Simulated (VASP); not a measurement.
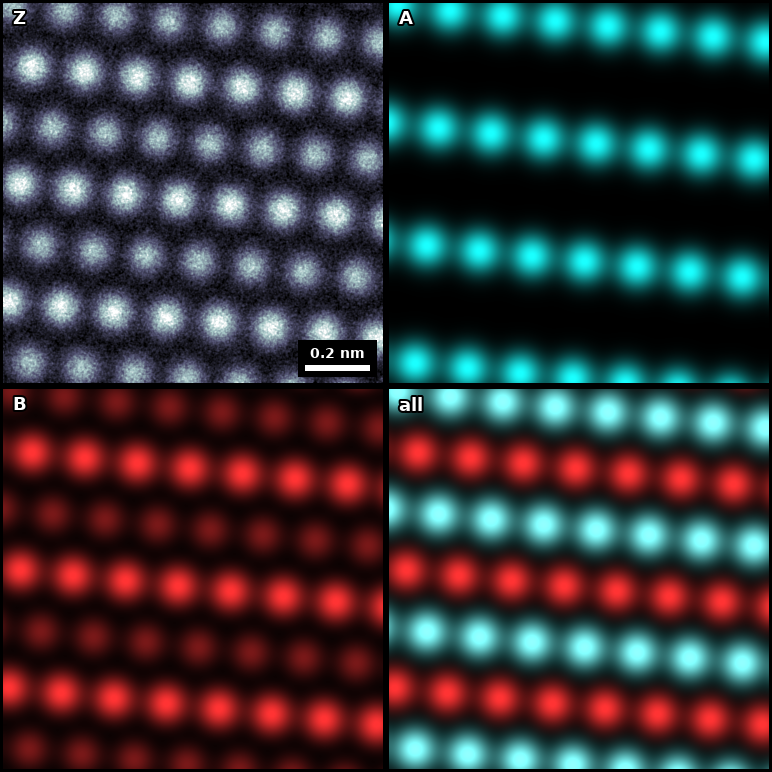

GaSb3 (Fm-3m, No. 225) along [210]. Panel Z: The image is simulated as a sum over atoms of Z^1.6, blurred by a 0.87 Å probe (no channelling). The probe carries 25 % of its weight in a tail 2.5 times as wide. The display is stretched by a gamma of 0.8; percentages refer to the linear signal. Shot noise was added. The other panels are simulated element maps (the number of atoms of one element along the beam, blurred by 1.1 Å; each on its own scale, no channelling); the last overlays them. Model: a cell listed in the Materials Project, as set up for an electronic-structure calculation.

```cif
data_structure
_symmetry_space_group_name_H-M 'P 1'
_symmetry_Int_Tables_number 1
_cell_length_a 7.4612
_cell_length_b 7.4612
_cell_length_c 7.4612
_cell_angle_alpha 90.000
_cell_angle_beta 90.000
_cell_angle_gamma 90.000
_cell_volume 415.36
loop_
_atom_site_label
_atom_site_type_symbol
_atom_site_fract_x
_atom_site_fract_y
_atom_site_fract_z
_atom_site_occupancy
Sb1 Sb 0.50000 0.00000 0.00000 1
Sb2 Sb 0.25000 0.25000 0.75000 1
Sb3 Sb 0.25000 0.75000 0.75000 1
Ga1 Ga 0.00000 0.00000 0.00000 1
Sb4 Sb 0.50000 0.50000 0.50000 1
Sb5 Sb 0.25000 0.75000 0.25000 1
Sb6 Sb 0.25000 0.25000 0.25000 1
Ga2 Ga 0.00000 0.50000 0.50000 1
Sb7 Sb 0.00000 0.00000 0.50000 1
Sb8 Sb 0.75000 0.25000 0.25000 1
Sb9 Sb 0.75000 0.75000 0.25000 1
Ga3 Ga 0.50000 0.00000 0.50000 1
Sb10 Sb 0.00000 0.50000 0.00000 1
Sb11 Sb 0.75000 0.75000 0.75000 1
Sb12 Sb 0.75000 0.25000 0.75000 1
Ga4 Ga 0.50000 0.50000 0.00000 1
```

### Which element does each lettered map show?

A: Ga, B: Sb. The projected cell (1.67 × 3.73 Å, 90°) holds 2 columns: 1 of Sb + Ga and 1 of Sb. Columns shared by several elements: Sb + Ga.
